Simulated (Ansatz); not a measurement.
Ru

Input

```
crystal:
  lattice:
    - [0.0, 2.7278429134, 2.7278429134]
    - [2.7278429134, 0.0, 2.7278429134]
    - [2.7278429134, 2.7278429134, 0.0]
  atoms:
    - { symbol: Ru, position: [0.125, 0.125, 0.125] }
    - { symbol: Ru, position: [0.875, 0.875, 0.875] }
hamiltonian:
  xc: hse06
  pseudopotentials:
    kind: paw
    azcp:
      Ru: "pseudopotentials/Ru.paw.azcp"
basis:
  ecutwfc: 420
  fft_grid_basis: typed
kpoints:
  mp_grid: { grid: [5, 5, 5], shift: [0, 0, 0] }
magnetization:
  spin_polarized: false
scf:
  occupations: { method: fermi_dirac, width: 0.1 }
output:
  write_density: true
  write_potential: true
  elf: true
  volumetric_format: npy
```

Launched as:

```sh
ansatz run input.yaml --threads 4 --pin off --max-ram 8192MiB --backend cpu --events-out ev --progress --plain --runs-dir out
```

Below, planes, directions and counts refer to the conventional cell (a = 5.46 Å, b = 5.46 Å, c = 5.46 Å, α = 90.00°, β = 90.00°, γ = 90.00°).

Space group Fd-3m; set up as Ru, diamond; a generated structure, not necessarily the stable one; computed without spin polarisation.

Level of theory: DFT, HSE06, plane waves (420 eV) with PAW, scalar-relativistic in Ansatz.

### What will maps of the valence pseudo-density and electron localisation function show?

Ru–Ru (2.36 Å): the density is about 0.78 e/Å³ at the midpoint; the ELF is about 0.40 at the midpoint.

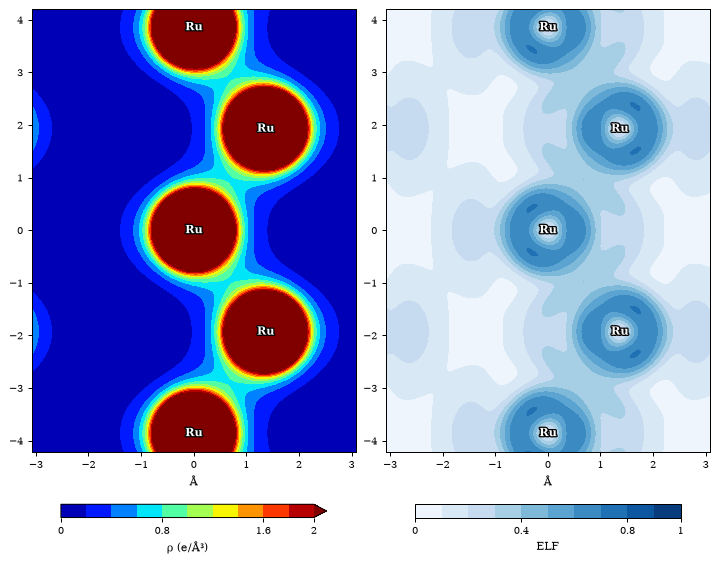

Computed valence pseudo-density and electron localisation function on the (011) plane of the conventional cell, in this order. 

The density is the valence pseudo-density of a PAW calculation; it isn't the true density close to the nuclei.
